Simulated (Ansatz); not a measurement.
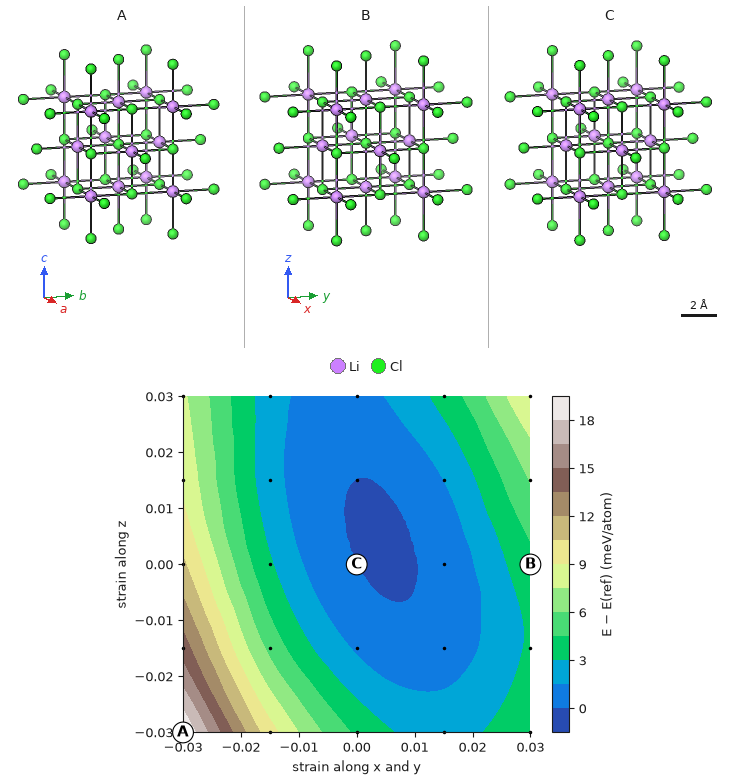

A scan of crystalline LiCl (Fm-3m): the cell is strained equally along x and y and separately along z, with the atoms kept at their fractional coordinates. x, y and z are the Cartesian axes of the input. The map is interpolated between the computed points (dots). The lettered frames are marked on it. A ball-and-stick model of the conventional cell (4 times the calculation's cell), seen slightly off an axis. Lengths and directions refer to the drawn axes.

Method: DFT PBE, scalar-relativistic, plane waves, PAW in Ansatz. Settings: plane-wave cutoff 420 eV; k-point mesh 8 × 8 × 8; occupations gaussian; smearing width 0.05 eV; no spin polarisation. Energies (free energies at the smearing named) are counted from the cell as listed in its source, which wasn't relaxed.

**Where is the lowest point of the map, and what else does it tell?**

In pairs of (strain along x and y; strain along z): the lowest computed points lie at (0.000, 0.000), (0.000, 0.015) (0.0 meV/atom), the highest at (−0.030, −0.030) (19.4 meV/atom). The valley is tilted: raising the in-plane strain is made harder by raising the strain along z (cross term 0.45 of the geometric mean of the two curvatures). Over the ranges scanned the energy rises more along the first axis, the in-plane strain. The pressure runs from −2.1 GPa at (0.030, 0.030) to 4.1 GPa at (−0.030, −0.030). The frames lie at A (−0.030, −0.030): 19.4 meV/atom, B (0.030, 0.000): 4.0 meV/atom, C (0.000, 0.000): 0.0 meV/atom.
